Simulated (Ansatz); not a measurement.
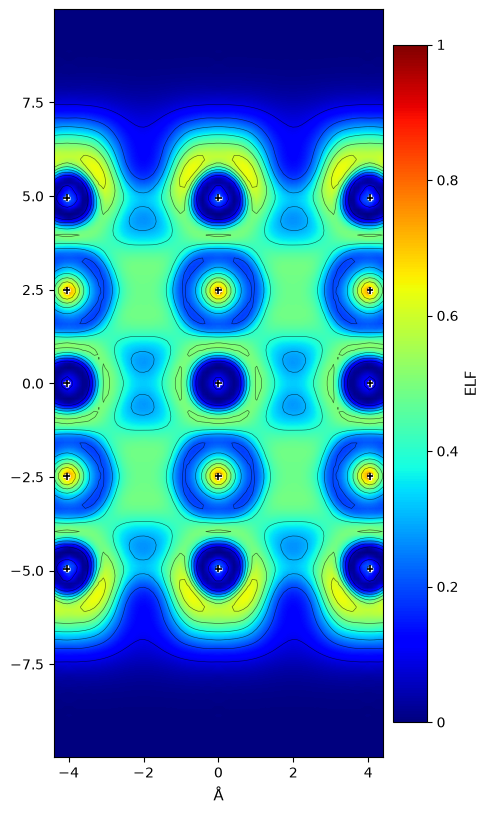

The ELF on a plane through atoms (crosses mark nuclei in the plane).

Method: Ansatz 0.2.0, DFT LDA, scalar-relativistic, plane waves, PAW.

Candidates:
A. Al$_{7}$Ni$_{8}$ (slab), a = 4.05 Å, b = 4.05 Å, c = 26.57 Å, α = 90.00°, β = 90.00°, γ = 120.00°. Not relaxed (largest force 1.9 eV/Å); computed without spin polarisation.
B. GaSb, a = 5.34 Å, b = 5.34 Å, c = 5.34 Å, α = 90.00°, β = 90.00°, γ = 90.00°. Space group F-43m; computed pressure about 50 GPa in this cell.
C. ZrN, a = 4.52 Å, b = 4.52 Å, c = 4.52 Å, α = 90.00°, β = 90.00°, γ = 90.00°. Space group Fm-3m; computed without spin polarisation.

### Which system is this?

Candidate A: Al$_{7}$Ni$_{8}$ on the (100) plane of the calculation cell, a cut from vacuum to vacuum, which holds Al and Ni. Al–Ni (2.48 Å): the ELF is about 0.40 at the midpoint.
